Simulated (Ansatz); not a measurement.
# TiSi2: 5 runs along one coordinate

System: TiSi2 (6 atoms in the cell).
Method: DFT PBE, scalar-relativistic, plane waves, PAW, no spin polarisation (Ansatz 0.2.0).

The 5 runs differ only in the geometry, by a shift of atoms along one path in a fixed cell. The shift s is measured from run 3: Ti1 moves along the Cartesian direction (0.00, 0.00, 1.00), and Ti2 with it in fixed proportion. The structure derives from an entry of the Crystallography Open Database.

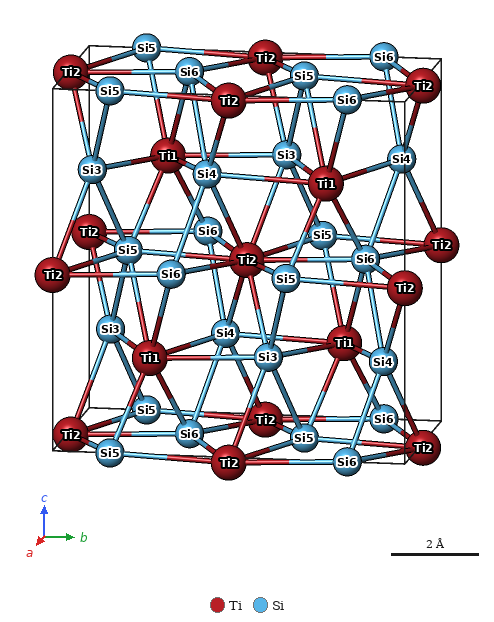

Figure 1. The structure of run 3 (ball-and-stick view of the cell 4 times as large as that of the calculation, set on its symmetry axes, seen slightly off an axis; atoms are numbered from 1 in the order of the input).

## Input of run 3
```yaml
crystal:
  lattice:
    - [0.0, 4.1351811254, 4.2795976059]
    - [2.4038689114, 0.0, 4.2795976059]
    - [2.4038689114, 4.1351811254, 0.0]
  atoms:
    - { symbol: Ti, position: [0.7646041768, 0.7646041768, 0.7353958232] }
    - { symbol: Ti, position: [0.5146041768, 0.5146041768, 0.4853958232] }
    - { symbol: Si, position: [0.0868244589, 0.4131755411, 0.0868244589] }
    - { symbol: Si, position: [0.4131755411, 0.0868244589, 0.4131755411] }
    - { symbol: Si, position: [0.1631755411, 0.8368244589, 0.1631755411] }
    - { symbol: Si, position: [0.8368244589, 0.1631755411, 0.8368244589] }
basis:
  ecutwfc: 420
kpoints:
  mp_grid: { grid: [14, 14, 14] }
hamiltonian:
  xc: pbe
scf:
  occupations: { method: gaussian, width: 0.15 }
output:
  forces: true
  stress: true
  eigenvalues: true
```

Command:
```bash
ansatz run input.yaml --threads 1 --pin off --max-ram 2560MiB --backend cpu --events-out ev --progress --plain --runs-dir out
```

Lattice vectors (Å) and fractional positions of run 3:
```
   0.000000    4.135181    4.279598
   2.403869    0.000000    4.279598
   2.403869    4.135181    0.000000
Ti  0.764604  0.764604  0.735396
Ti  0.514604  0.514604  0.485396
Si  0.086824  0.413176  0.086824
Si  0.413176  0.086824  0.413176
Si  0.163176  0.836824  0.163176
Si  0.836824  0.163176  0.836824
```

Run 4 differs from it as follows:
```diff
-    - { symbol: Ti, position: [0.7646041768, 0.7646041768, 0.7353958232] }
-    - { symbol: Ti, position: [0.5146041768, 0.5146041768, 0.4853958232] }
+    - { symbol: Ti, position: [0.7719062652, 0.7719062652, 0.7280937348] }
+    - { symbol: Ti, position: [0.5219062652, 0.5219062652, 0.4780937348] }
```

## Results, with one run withheld

| run | shift s of Ti1 (Å) | free energy per atom, from the lowest run given (meV) | pressure (GPa) | force along the path (eV/Å) |
| --- | --- | --- | --- | --- |
| 1 | −0.3750 | 132.18 | 4.23 | 6.998 |
| 2 | −0.0625 | 0.00 | 0.26 | −1.634 |
| 3 | 0.0000 | 25.71 | 1.05 | −3.314 |
| 4 | 0.0625 | ? | ? | ? |
| 5 | 0.1875 | 215.81 | 6.63 | −9.094 |

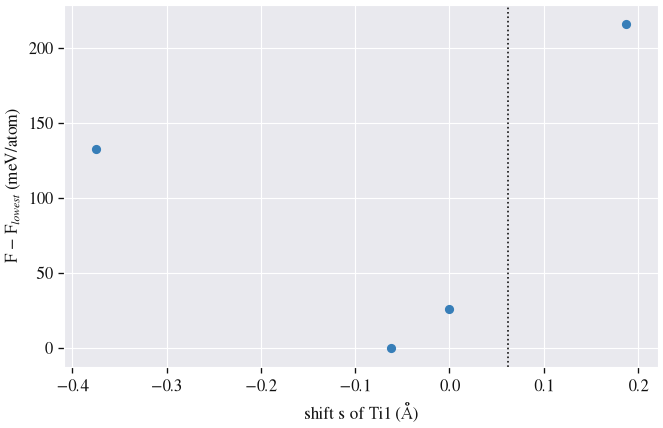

Figure 2. Free energy per atom of the runs given; the dotted line marks run 4.

What should run 4 give?

A quadratic polynomial in the coordinate, fitted to the 4 runs given, misses them by at most 0.79 meV per atom. With x = s + 0.0625, it reads F = −0.70659 + 291.79 x + 2295 x² (meV per atom). At run 4 it gives 71.63 meV per atom, and the run itself gives 69.37. The slope of the fit gives a force −dF/ds of −5.193 eV/Å along the path (summed over the atoms that move), and the printed forces give −5.087 eV/Å. The fit has its minimum at s = −0.1261 Å. So low a polynomial doesn't follow these energies more closely.

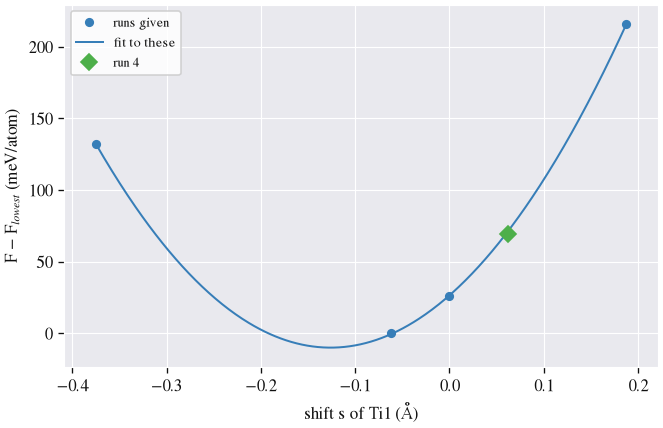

Figure 3. The fit and the withheld run.

## Output, shortened to warnings, some set-up lines, iterations and results (run 4)
```
Basis set: ecut = 420 eV, 1627 PW (Γ), exchange–correlation on 80×72×64 points (8 copies of the dense FFT grid, shifted against one another)
Symmetry: 4 space group operations
k-points: 428 of 2744 (time reversal used)
Initial density: superposition of atomic densities (neutral atoms: chi_scale 0, normalization atom), corrected by the library's trained network
[...]
SCF iter   1: F=—  HF=-7545.471535 eV  |F-HF|=—  |Δ(HF+E_count)|=         —  Δρ=4.00e-3  dr2=1.71e-2  ethr=1.77e-3  ⟨swp⟩=6.0  Hψ=54730  notcnv=0
SCF iter   2: F=—  HF=-7545.469997 eV  |F-HF|=—  |Δ(HF+E_count)|=   1.54e-3  Δρ=1.96e-3  dr2=3.49e-3  ethr=4.28e-5  ⟨swp⟩=1.1  Hψ=14612  notcnv=0
SCF iter   3: F=—  HF=-7545.469824 eV  |F-HF|=—  |Δ(HF+E_count)|=   1.73e-4  Δρ=5.37e-4  dr2=2.95e-4  ethr=8.72e-6  ⟨swp⟩=2.5  Hψ=15078  notcnv=0
SCF iter   4: F=—  HF=-7545.469783 eV  |F-HF|=—  |Δ(HF+E_count)|=   4.04e-5  Δρ=9.05e-5  dr2=6.68e-6  ethr=7.38e-7  ⟨swp⟩=2.0  Hψ=15074  notcnv=0
SCF iter   5: F=—  HF=-7545.469775 eV  |F-HF|=—  |Δ(HF+E_count)|=   8.51e-6  Δρ=1.64e-5  dr2=1.41e-7  ethr=1.67e-8  ⟨swp⟩=2.0  Hψ=15267  notcnv=0
SCF iter   6: F=-7545.469775 eV  HF=-7545.469775 eV  |F-HF|=3.63e-9  |Δ(HF+E_count)|=   2.70e-8  Δρ=2.39e-6  dr2=5.48e-9  ethr=2.50e-10  ⟨swp⟩=8.4  Hψ=46178  notcnv=0
SCF 1 converged in 6 iterations: F = -7545.469775 eV  dr2 = 5.48e-9
SCF converged after 6 iterations
Free energy (F): -7545.469775 eV
Harris-Foulkes:  -7545.469775 eV  (|F-HF|=3.63e-9)
Internal energy: -7545.443674 eV  (E = F + TS)
E sigma→0 (E₀):  -7545.456724 eV
Entropy (-TS):   -0.026101 eV (-4.350 meV/atom)
Fermi energy:    12.417618 eV
--- Per-component energies (eV) ---
  E_band       = -221.607038
  E_kinetic    = 719.267488
  E_local      = -2051.399001  (includes V_loc(G=0)·N_el)
  E_nonlocal   = 117.621963
  E_hartree    = 893.129416
  E_xc         = -423.234042
  E_vxc        = -441.139488  (∫ρ·V_xc dr)
  E_paw        = -4146.284754  (= ΣΔE_a)
  E_vpaw       = -352.213746  (= ΣTr[D̂ρ^β])
  E_aug_tail   = 0.000268  (compensation charges beyond the density's cutoff)
  E_ewald      = -2654.545012
  E_smearing   = -0.026101  (= −TS)
  E_closure    = -0.000000  (closes the sum)
  Σ components = -7545.469775   (vs F -7545.469775, Δ=0.00e0)
--- Forces (eV/Å), atoms counted from 1 ---
  atom   1  Ti    -0.00000000    -0.00000000    -2.54359878
  atom   2  Ti     0.00000000    -0.00000000    -2.54359878
  atom   3  Si    -0.63351292     0.14294906     1.27179400
  atom   4  Si     0.63351292    -0.14294906     1.27179400
  atom   5  Si    -0.63351292    -0.14294906     1.27179400
  atom   6  Si     0.63351292     0.14294906     1.27179400
  max |Σ_I F_I| component: 2.16e-5 eV/Å
--- Stress (GPa, compression-positive) ---
        1.765337      -0.000000      -0.000000
       -0.000000       0.438238       0.000000
       -0.000000       0.000000       4.910759
  P = ⅓ Tr σ = 2.3714 GPa (23.714 kbar)
```
